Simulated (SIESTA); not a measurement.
# A series of single points on Ba

System: Ba (Im-3m, 1 atom in the cell).
Method: Kohn-Sham DFT of a periodic cell, PBE, PseudoDojo 0.4 standard, converted to PSML, no spin polarisation (SIESTA 5.4.2).

The 7 runs differ only in the geometry, by an even scaling of the cell at fixed fractional positions. The structure derives from an entry of the Crystallography Open Database.

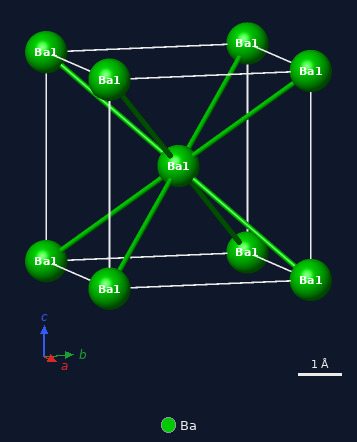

Figure 1. The structure of run 4 (ball-and-stick view of the cell 2 times as large as that of the calculation, set on its symmetry axes, seen slightly off an axis; atoms are numbered from 1 in the order of the input). An atom can appear more than once, as a periodic image.

## Input of run 4
```
SystemName                      Barium
SystemLabel                     Ba
NumberOfSpecies                 1
NumberOfAtoms                   1
%block ChemicalSpeciesLabel
  1  56 Ba
%endblock ChemicalSpeciesLabel

LatticeConstant                 1.0 Ang
%block LatticeVectors
    -2.5065000000     2.5065000000     2.5065000000
     2.5065000000    -2.5065000000     2.5065000000
     2.5065000000     2.5065000000    -2.5065000000
%endblock LatticeVectors
AtomicCoordinatesFormat         Ang
%block AtomicCoordinatesAndAtomicSpecies
     0.0000000000     0.0000000000     0.0000000000  1
%endblock AtomicCoordinatesAndAtomicSpecies

%block kgrid.MonkhorstPack
    8   0   0  0.0
    0   8   0  0.0
    0   0   8  0.0
%endblock kgrid.MonkhorstPack
XC.Functional                   GGA
XC.Authors                      PBE
PAO.BasisSize                   DZP
PAO.EnergyShift                 0.003 Ry
Mesh.Cutoff                     500 Ry
OccupationFunction              FD
ElectronicTemperature           0.05 eV
MaxSCFIterations                120
SCF.MustConverge                false
SCF.Mixer.Method                Pulay
SCF.Mixer.Weight                0.25
SCF.Mixer.History               8
SCF.DM.Tolerance                5.0e-05
SCF.H.Tolerance                 1.0e-03 eV
WriteForces                     true
Charge.Mulliken                 end
Charge.Hirshfeld                end
Charge.Voronoi                  end
SaveRho                         true
SaveElectrostaticPotential      true
%block PAO.Basis
  Ba 5
  n=5 0 2
    4.395 0.000
  n=6 0 2
    9.500 0.000
  n=5 1 2
    5.243 0.000
  n=6 1 1
    9.500
  n=5 2 1
    7.000
%endblock PAO.Basis
```

Command:
```bash
siesta < Ba.fdf > Ba.out 2>&1
```

Run 6 has the same physical settings and fractional positions; its lattice vectors (Å) are:
```
  -2.539484    2.539484    2.539484
   2.539484   -2.539484    2.539484
   2.539484    2.539484   -2.539484
```

## Results, with one run withheld

```tsv
run	volume per atom (Å³)	free energy per atom, from the lowest run given (meV)	pressure (GPa)
1	59.209	3.12	0.43
2	60.469	0.69	0.20
3	61.729	0.00	−0.01
4	62.989	0.81	−0.18
5	64.249	2.89	−0.34
6	65.508	?	?
7	66.768	10.41	−0.61
```

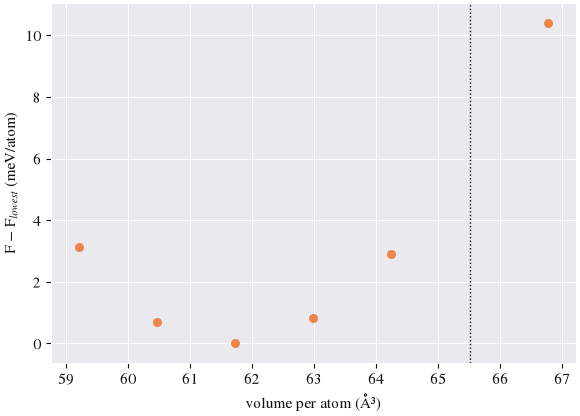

Figure 2. Free energy per atom of the runs given; the dotted line marks run 6.

Fit the runs given and predict run 6.

A cubic polynomial in V^(−2/3) (the Birch–Murnaghan form), fitted to the 6 runs given, misses them by at most 0.02 meV per atom. With x = V^(−2/3) − 0.06350 Å⁻², it reads F = 0.31552 − 1117.4 x + 9.6937e+05 x² + 1.1858e+07 x³ (meV per atom). At run 6 it gives 6.15 meV per atom, and the run itself gives 6.14. The slope of the fit gives a pressure −dF/dV of −0.48 GPa there, and the run prints −0.48 GPa. The fit has its minimum at 61.661 Å³ per atom, where V d²F/dV² gives 9.38 GPa: the bulk modulus at this level, since symmetry fixes the shape and the positions.

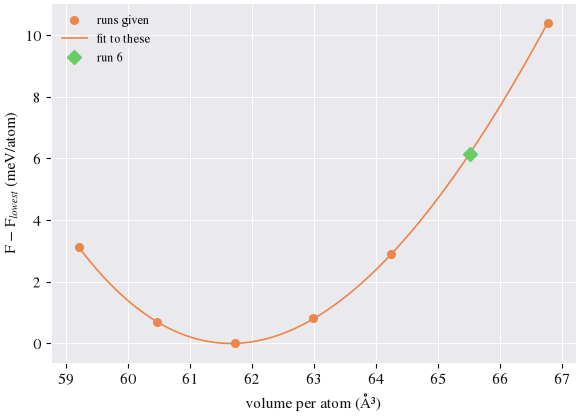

Figure 3. The fit and the withheld run.

## Some lines of the output (run 6)
```
[...]
outcell: Cell volume (Ang**3)        :     65.5083
stepf: Fermi-Dirac step function
siesta: Etot    =      -764.115181
siesta: FreeEng =      -764.124289
        iscf     Eharris(eV)        E_KS(eV)     FreeEng(eV)     dDmax    Ef(eV) dHmax(eV)
siesta: E_KS(eV) =             -764.1253
siesta: E_KS - E_eggbox =      -764.1253
siesta: Etot    =      -764.125349
siesta: FreeEng =      -764.134846
siesta:         Fermi =      -3.695891
siesta: Cell volume =         65.508319 Ang**3
    Orbital volume contribution        =           2.129731 eV
```

Notes: Points of doubt noted for this run: mulliken charges of long orbitals. With a small basis of atomic orbitals these values can differ much from converged plane-wave results.
